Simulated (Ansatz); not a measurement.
Start from this file.

```
CELL_PARAMETERS angstrom
2.97149 0.00000 0.00000
-1.48574 2.57338 0.00000
0.00000 0.00000 4.64078
ATOMIC_POSITIONS crystal
Ir 0.66667 0.33333 0.75000
Ir 0.33333 0.66667 0.25000
```

Q: Give a crystallographic description of this input.

A: The element is iridium. Its lattice is primitive hexagonal, its space group P6_3/mmc (No. 194). The prototype is hexagonal close-packed (Mg type). The cell holds two atoms. Around each Ir lie twelve Ir in an anticuboctahedral arrangement at 2.89 to 2.97 Å. The bonds build a three-dimensional framework.

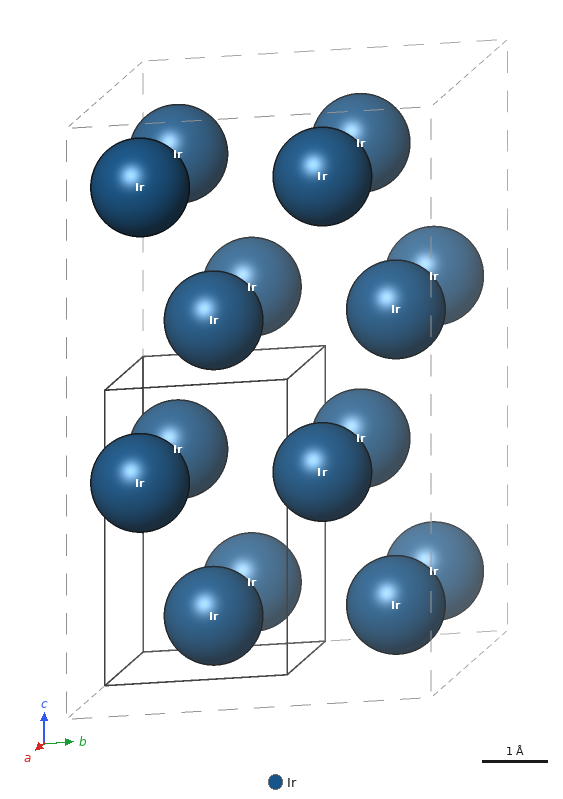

Spheres-only drawing of the structure, looking slightly off an axis. The conventional unit cell (solid box) is repeated to 2×2×2 cells.

It goes back to a structure listed in the Materials Project. The cell was then strained or its atoms displaced on purpose. It went into a calculation with Ansatz.

At this level of theory the run's own cell isn't at rest (stretched, at -48 GPa), so its distances can differ from those at equilibrium, the more so the softer the solid.
